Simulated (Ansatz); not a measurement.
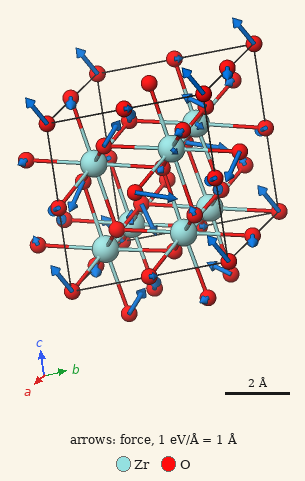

Starting geometry of solid Zr7O16 (a generated structure, set up in P1) (coarse preliminary run) with the computed forces as blue arrows. The picture is a ball-and-stick view of the cell of the calculation, reduced to other axes (origin shifted), seen slightly off an axis. Lengths and directions refer to the drawn axes.

Case: 1 of 8 Zr atoms taken out at random.

Level of theory: DFT PBE, scalar-relativistic, plane waves, PAW in Ansatz 0.2.0. Set-up: plane-wave cutoff 420 eV; k-point mesh 2 × 2 × 2; occupations gaussian; smearing width 0.1 eV; mesh shifted by (0.5, 0.5, 0.5); no spin polarisation; cell and atoms relaxed; force threshold 0.04 eV/Å; at most 50 steps.

**What follows when this structure is relaxed?**

It isn't relaxed: the largest force vector, on an O atom, is 1.40 eV/Å. The final displacements follow the starting forces only in part (cosine between the two patterns 0.36). An O atom moves most relative to the cell: 1.40 Å roughly along [−2 3 −2]. By element the largest moves are O 1.40 Å, Zr 0.52 Å. Cell: a 7.235 → 7.722 Å (+6.7 %), b 7.235 → 7.370 Å (+1.9 %), c 7.235 → 6.990 Å (−3.4 %), α 60.0° → 63.9°, β 60.0° → 61.8°, γ 60.0° → 63.5°. Volume +12.1 %. Some distances before and after: O–Zr 2.144 → 4.036 Å, O–Zr 2.228 → 3.907 Å, O–Zr 2.256 → 3.799 Å, O–Zr 2.201 → 3.645 Å. Bonds break: O–Zr (2.13 → 3.24 Å), O–Zr (2.14 → 4.04 Å), O–Zr (2.16 → 3.60 Å), O–Zr (2.20 → 3.65 Å). Bond angles that change, for instance: O–Zr–O 177.1° → 124.5°, Zr–O–Zr 110.2° → 158.9°, Zr–O–Zr 108.9° → 156.7°. The space group stays P1 (No. 1). Over 37 accepted moves (47 points after the start) the energy falls by 125 meV per atom. Largest force component: 1 eV/Å at the start, 0.02 eV/Å at the end. The pressure goes from −1.86 to −0.01 GPa. The line search rejected the trial steps at points 9, 11, 22, 28, 38, 40, 45 of the run. The SCF was repeated 3 times at an unchanged geometry on a basis and grid sized afresh for the cell, which shifted the energy by 9.7 meV per atom at most.
